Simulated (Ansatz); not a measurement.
**PtSe2: density, localisation and related maps**

The calculation's input:

```
crystal:
  lattice:
    - [3.7717024303, 0.0, 0.0]
    - [-1.8858512152, 3.2663901202, 0.0]
    - [0.0, 0.0, 9.6436527086]
  atoms:
    - { symbol: Pt, position: [0.0, 0.0, 0.0] }
    - { symbol: Pt, position: [0.0, 0.0, 0.5] }
    - { symbol: Se, position: [0.3792555883, 0.7585111766, 0.132771875] }
    - { symbol: Se, position: [0.3792555883, 0.7585111766, 0.632771875] }
    - { symbol: Se, position: [0.6207444117, 0.2414888234, 0.367228125] }
    - { symbol: Se, position: [0.6207444117, 0.2414888234, 0.867228125] }
basis:
  ecutwfc: 420
kpoints:
  mp_grid: { grid: [12, 12, 6] }
hamiltonian:
  xc: pbe
  dispersion: d3bj
scf:
  occupations: { method: gaussian, width: 0.15 }
output:
  forces: true
  stress: true
  eigenvalues: true
  write_density: true
  write_potential: true
  elf: true
  volumetric_format: npy
```

Run with:

```sh
ansatz run input.yaml --threads 2 --pin off --max-ram 5120MiB --backend cpu --events-out ev --progress --plain --runs-dir out
```

Space group C2/m; not relaxed (largest force 1.8 eV/Å); computed pressure about 6 GPa in this cell.

Level of theory: DFT PBE+D3(BJ), scalar-relativistic, plane waves, PAW in Ansatz.

In a PAW calculation such maps are meaningful between the atoms, not at the nuclei.

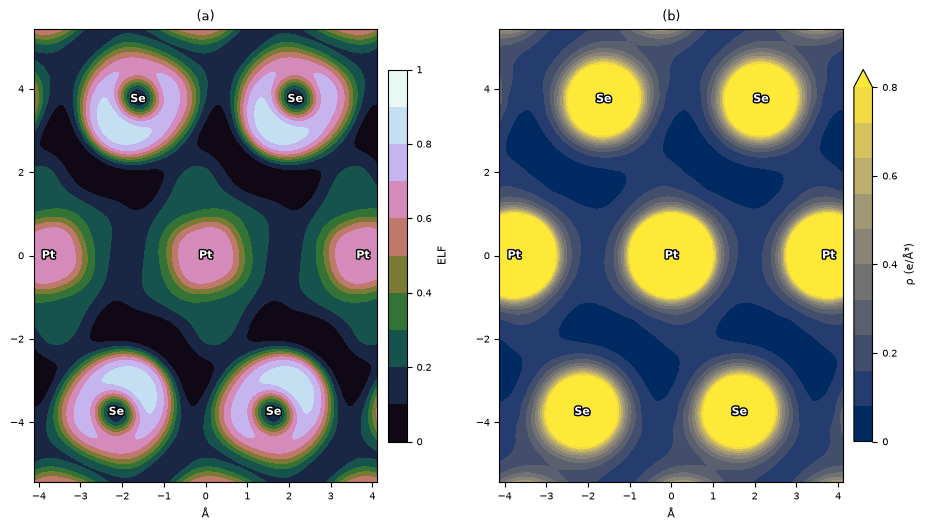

Figure 1. (a) electron localisation function; (b) valence electron density on the (101) plane of the calculation cell.

Question: Interpret the plot.

Answer: The section cuts through Pt and Se sites. Between the atoms the lowest density in this plane is 0.04 e/Å³. The features right at Pt lie inside the PAW spheres, where the map follows smoothed inner orbitals and isn't to be read closely.

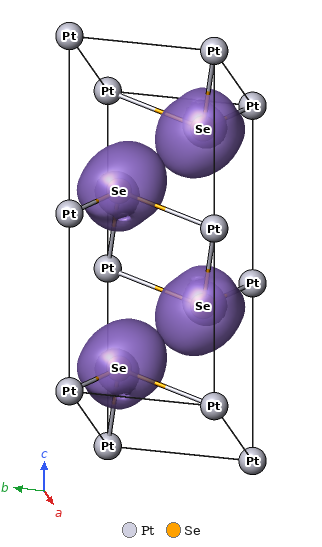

Figure 2. Isosurface of the ELF at 0.65 (purple), seen at an oblique angle. Only the valence region is drawn (cores and ρ < 0.01 e/Å³ removed). Sticks mark near contacts.

Question: Describe the localisation domains.

Answer: At this value the surface marks out four regions wrapped around Se (the valence shell of each), counted in one cell of 6 atoms. Regions shared between cells count once. Along the contacts the grid gives the following. Pt–Se (2.41 Å): the ELF is about 0.45 at the midpoint. Se–Se (2.76 Å): the ELF is about 0.45 at the midpoint.

Question: Does the calculation make it a metal, or give it a gap?

Answer: It is gapless in this calculation (a metal or semimetal); semilocal functionals without U, or without the true magnetic order, often close the gap of such compounds.
